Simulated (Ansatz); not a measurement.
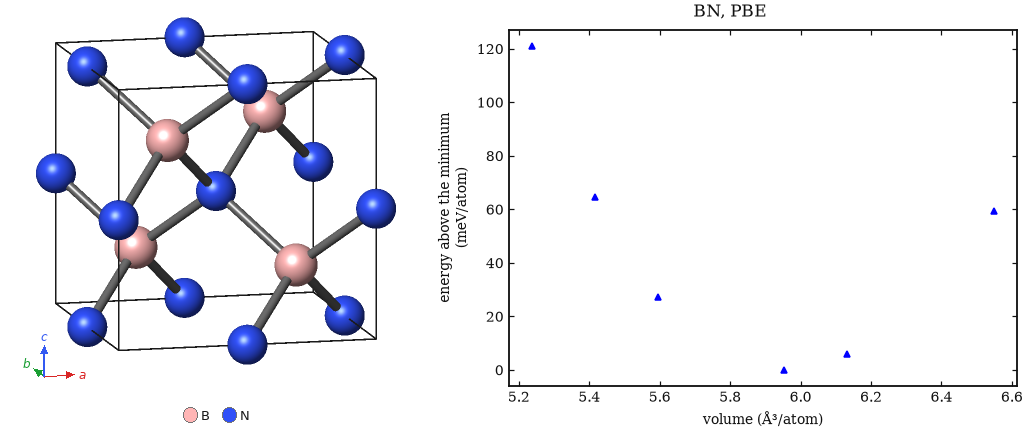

The plot gives the computed energy above the minimum against volume for BN, space group F-43m (No. 216) (cell built by us, not taken from a database). The conventional cell is drawn beside the plot.

Starting cell:
```xyz
2
Lattice="0.0000 1.8123 1.8123 1.8123 0.0000 1.8123 1.8123 1.8123 0.0000" Properties=species:S:1:pos:R:3 pbc="T T T"
B     0.9062    0.9062    0.9062
N     1.8123    1.8123    1.8123
```

Method: third-order Birch-Murnaghan fit to density functional energies at scaled volumes of the given relaxed cell, shape and atoms relaxed at each volume; energies count from the fitted minimum; plane waves with PAW datasets, Γ-centred k mesh (Ansatz 0.2.0). Level: PBE, no spin polarisation.

- wave cutoff: 420 eV
- k mesh: 12×12×12
- occupations: Gaussian
- smearing width: 0.02 eV

The points at volume 5.774 Å³/atom and 6.310 Å³/atom are left out of the plot. What values does the calculation give there?

```
volume (Å³/atom)  energy above the minimum (meV/atom)
           5.774                                  6.5
           6.310                                 22.6
```
